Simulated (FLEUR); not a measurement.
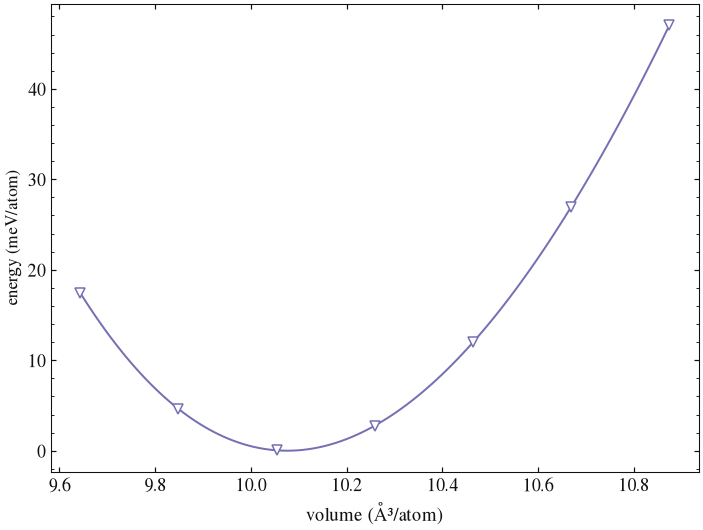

The plot gives the computed energy against volume for CoPtO₂, space group R-3m (No. 166).

Cell as given: a = 6.159 Å, b = 6.159 Å, c = 6.159 Å, α = 26.51°, β = 26.51°, γ = 26.51°; 4 atoms.

Method: all-electron LAPW DFT, collinear spins; energies at scaled volumes of the given cell, shape and fractions fixed, counted from the fit's minimum, third-order Birch-Murnaghan fit (FLEUR MaX-R8.1 (later development tree)). Level: PBEsol, collinear spin.

k mesh 11×11×11; occupations Fermi–Dirac; smearing width 0.05 eV; potentials all electron; program settings basis FLAPW, kmax 5.38 1/bohr.

Give the fitted equation-of-state parameters.

A third-order Birch–Murnaghan fit gives V0 = 10.08 Å³/atom, B0 = 276 GPa and B′ = 4.9.

Keep in mind: spin-orbit coupling left out, heavy elements; shape and atomic fractions are frozen while scaling, which makes layered, chain and framework solids too stiff.

The computed values:

| volume (Å³/atom) | energy (meV/atom) |
| --- | --- |
| 9.64 | 17.42 |
| 9.85 | 4.62 |
| 10.05 | 0.04 |
| 10.26 | 2.77 |
| 10.46 | 11.97 |
| 10.67 | 26.95 |
| 10.87 | 47.00 |
